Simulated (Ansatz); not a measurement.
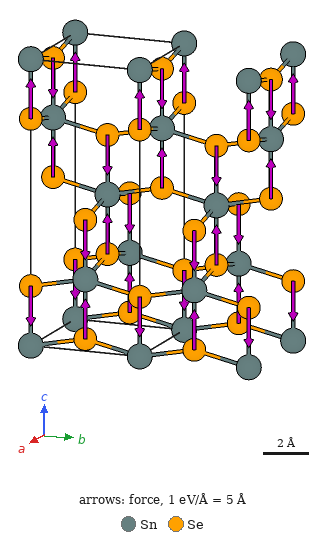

Starting geometry of crystalline SnSe2 (built on the anatase type) with the computed forces as purple arrows. A ball-and-stick model of the conventional cell (2 times the calculation's cell), repeated 1 × 2 × 1 with one cell outlined, seen slightly off an axis. Lengths and directions refer to the drawn axes.

Theory: DFT, PBEsol, plane waves, PAW (Ansatz 0.2.0). Set-up: plane-wave cutoff 420 eV; k-point mesh 6 × 6 × 6; occupations fermi dirac; smearing width 0.03 eV; no spin polarisation; cell and atoms relaxed; force threshold 0.01 eV/Å; at most 120 steps.

Is this structure relaxed? If not, where do the atoms go?

Answer. It isn't relaxed: the largest force vector, on Se atoms, is 0.38 eV/Å. Measured relative to the changing cell, the final displacements run against the starting forces (cosine between the two patterns −1.00). The largest moves relative to the cell, 0.33 Å, are those of Se atoms. Sn stays in place. The drawn cell changes as follows: a = b 5.266 → 5.612 Å (+6.6 %), c 13.218 → 10.661 Å (−19.3 %); the volume changes by −8.4 %. Near-neighbour distances that change, for instance: Se–Sn 2.749 → 2.544 Å, Se–Sn 2.691 → 2.809 Å. Among the angles between lasting bonds that change: Se–Sn–Se 156.2° → 175.1°, Sn–Se–Sn 156.2° → 175.1°, Sn–Se–Sn 101.9° → 92.5°. The space group stays I4_1/amd (No. 141). After 9 accepted moves (11 points after the start) the energy has fallen by 59.3 meV per atom. Largest force component: 0.38 eV/Å at the start, 0.0027 eV/Å at the end. Pressure: −0.18 GPa at the start and 0.01 GPa at the end. At 2 points the geometry stayed and the basis and grid were re-selected for the new cell (energy shift of 0.1 meV per atom at most each time).
